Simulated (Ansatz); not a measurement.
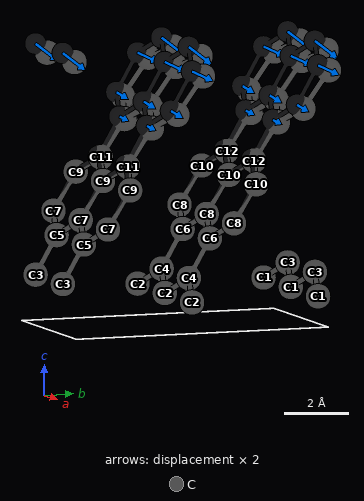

A constrained relaxation of a slab of composition C (cut from the Fmmm phase). The starting structure is drawn faded, the final one solid; blue arrows show the displacements, 2 times their true length.

A ball-and-stick model of the 2 × 1 repeat of the cell, outlined in the plane, without the vacuum (origin shifted), seen slightly off an axis.

Case: lower part held, upper part relaxed from the bulk's places. The slab is the (0 1 1) face of C. 8 atoms are held fixed.

Level of theory: Ansatz 0.2.0, DFT PBEsol, scalar-relativistic, plane waves, PAW. Settings: plane-wave cutoff 420 eV; k-point mesh 11 × 3 × 1; occupations gaussian; smearing width 0.05 eV; no spin polarisation; dipole correction; atoms relaxed in a fixed cell; force threshold 0.02 eV/Å; at most 90 steps.

Question: What did the optimiser do to the structure, and how much energy did it gain?

Answer: After 7 accepted moves (9 points after the start) the energy has fallen by 0.253 eV per cell of the calculation. Largest force component: 2.6 eV/Å at the start, 0.0096 eV/Å at the end. 2 steps only repeated the SCF at the same geometry. The forces were under the threshold at step 4, but the run went on from there. The largest moves, 0.50 Å, are those of C atoms. The cell doesn't change. Among the contacts that change: C–C 1.420 → 1.468 Å, C–C 1.419 → 1.375 Å, C–C 1.420 → 1.427 Å. Bond angles that change, for instance: C–C–C 120.0° → 126.7°, C–C–C 120.0° → 116.6°. The run took 3.8 min on 2 threads of Intel(R) Xeon(R) Platinum 8488C (Sapphire Rapids) (shared host), peak memory 0.84 GiB.
